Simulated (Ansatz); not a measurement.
SnO (slab)

The calculation's input:

```
crystal:
  lattice:
    - [3.820559223, -1.44282e-05, 0.0]
    - [1.45033e-05, 3.820559223, 0.0]
    - [0.0, 0.0, 30.6349243709]
  atoms:
    - { symbol: Sn, position: [0.7499972411, 0.2500027589, 0.4614157248] }
    - { symbol: O, position: [0.2499972411, 0.2500027589, 0.5] }
    - { symbol: O, position: [0.7499972411, 0.7500027589, 0.5] }
    - { symbol: Sn, position: [0.2499972411, 0.7500027589, 0.5385842752] }
  periodic: [true, true, false]
basis:
  ecutwfc: 420
kpoints:
  mp_grid: { grid: [6, 6, 1] }
  band_path:
    path:
      - [0, 0, 0]
      - [0.5, 0, 0]
      - [0.5, 0.5, 0]
      - [0, 0.5, 0]
      - [0, 0, 0]
      - [0.5, 0.5, 0]
    npoints: 3
hamiltonian:
  xc: hse06
  dispersion: d3bj
scf:
  occupations: { method: gaussian, width: 0.02 }
output:
  forces: true
  stress: true
  eigenvalues: true
  populations: true
  write_density: true
  write_potential: true
  elf: true
  volumetric_format: npy
```

Command:

```sh
ansatz run input.yaml --threads 2 --pin off --max-ram 5120MiB --backend cpu --events-out ev --progress --plain --runs-dir out
```

Not relaxed (largest force 0.6 eV/Å).

Method: Ansatz 0.2.0, DFT HSE06+D3(BJ), scalar-relativistic, plane waves, PAW.

What will maps of the valence pseudo-density and electron localisation function show?

Sn–O (2.25 Å): ρ is about 0.45 e/Å³ halfway; the ELF peaks at about 0.85 in the valence shell of O, 0.6 Å from its nucleus, and is about 0.20 at the midpoint (no localised pair shows between them).

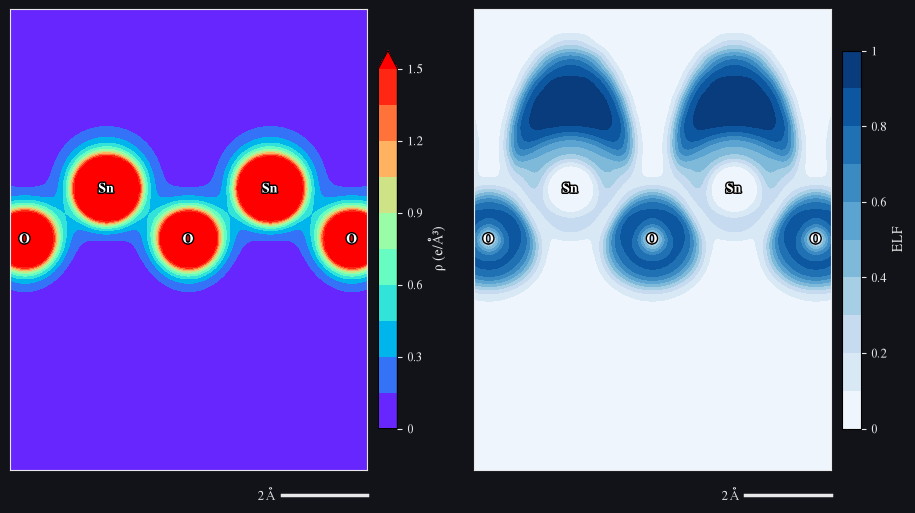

Computed valence pseudo-density and electron localisation function on the (010) plane of the calculation cell, a cut from vacuum to vacuum, in this order. 

Core electrons are frozen (PAW), and the valence fields are smoothed inside the atomic spheres.
